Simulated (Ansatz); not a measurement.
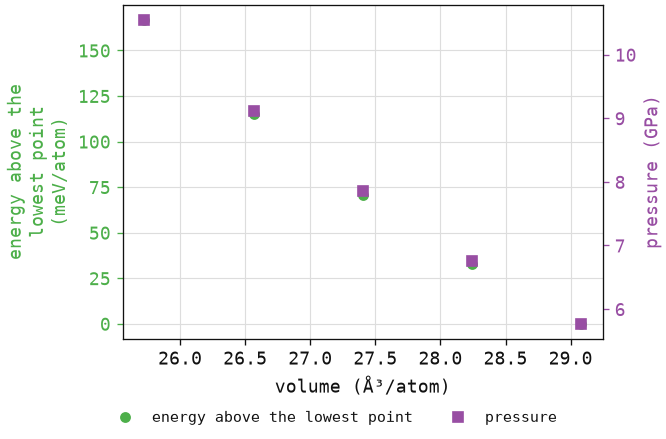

Energy above the lowest point and pressure against volume for Gd, space group Fm-3m (No. 225) (one of a set of cubic test structures, which need not be the stable phase).

The energy above the lowest point falls from 167 meV/atom at volume 25.73 Å³/atom to 0 meV/atom at 29.08 Å³/atom. The pressure falls from 10.543 GPa at volume 25.73 Å³/atom to 5.769 GPa at 29.08 Å³/atom.

Computed with Ansatz 0.2.0 development build: equation of state of a cubic crystal from periodic Kohn-Sham density functional theory without spin; pressure corrected for the finite basis. Level: r2SCAN.

- structure type: fcc
- atoms in cell: 1
- space group number: 225
- lattice centring: face-centred primitive
- k mesh: 12×12×12
- occupation method: Fermi–Dirac
- occupation width: 0.1 eV
- wave cutoff: 280 eV
- datasets: all-electron datasets
- density tolerance: 1e−09 eV
- bands: 18
- density cutoff ratio: 7
- nucleus: point
- search for lower states: default

Limits of the calculation: cubic model structure, not the ambient form; modest k-mesh, values are not fully converged in k; open f shell treated without spin; open f shell, state may not be the lowest; the volumes run don't bracket the minimum of the energy, so any equilibrium value is extrapolated.
